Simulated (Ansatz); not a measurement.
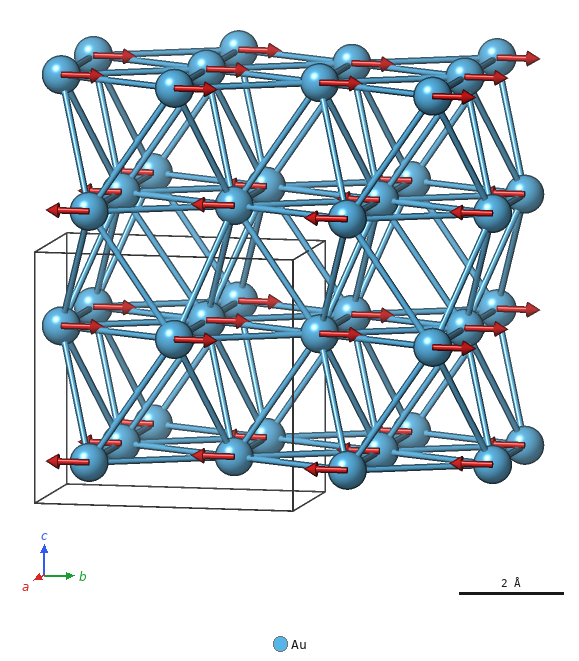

A symmetric starting cell of Au. The red arrows show how the atoms are displaced (without the part that the change of the cell carries along), magnified 30 times. Besides, the cell is strained by +5.4 % along c, −3.2 % along a, −4.0 % along b (volume −2.1 %). Style: ball-and-stick. Shown: the conventional cell (2 times the calculation's cell), repeated 2 × 2 × 2 with one cell outlined, slightly off an axis. Lengths and directions refer to the drawn axes.

Method: Ansatz 0.2.0, DFT PBE, scalar-relativistic, plane waves, PAW. Set-up: plane-wave cutoff 420 eV; k-point mesh 16 × 16 × 10; occupations gaussian; smearing width 0.1 eV; no spin polarisation.

> How are the atoms displaced, and what does the calculation give?

Atoms are displaced by 0.03 Å relative to the cell. No relaxation follows. The starting cell wasn't computed here and needn't be at equilibrium, so pressure and forces aren't due to the change alone. Near-neighbour distances before and after: Au–Au 2.920 → 2.808 Å, Au–Au 2.974 → 3.078 Å, Au–Au 2.823 → 2.733 Å, Au–Au 2.954 → 3.019 Å. The space group stays Cmcm (No. 63). The pressure is 9.3 GPa (not all of it need come from the change, since the unchanged cell can be under pressure at this level too). The principal stresses (compression positive) are 16.0 GPa along a, 9.9 GPa along b, 2.0 GPa along c. The forces stay under 0.01 eV/Å.
